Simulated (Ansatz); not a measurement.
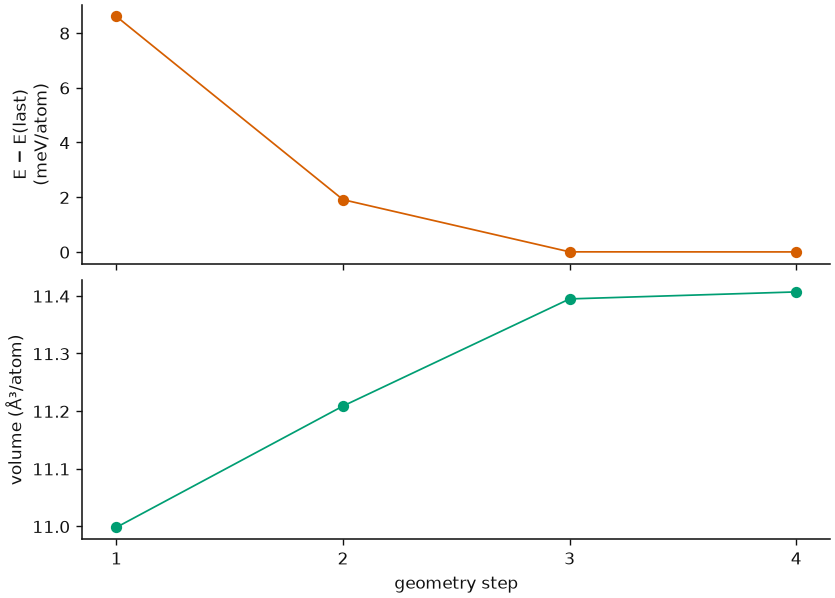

History of a geometry optimisation. AlNi3 (Fm-3m, 4 atoms in the cell); DFT PBE, scalar-relativistic, plane waves, PAW (Ansatz); cutoff 420 eV, 14×14×14 k-mesh, Gaussian smearing of 0.1 eV. Atoms and cell relax. A closing SCF on a freshly chosen basis isn't drawn.

The optimisation met its thresholds at geometry 4, counting the start as the first. The energy fell by about 8.6 meV/atom from the first step to the last. All forces vanish by symmetry, so only the cell moves. The volume grows from 11.00 to 11.41 Å³ per atom (+3.7 %).
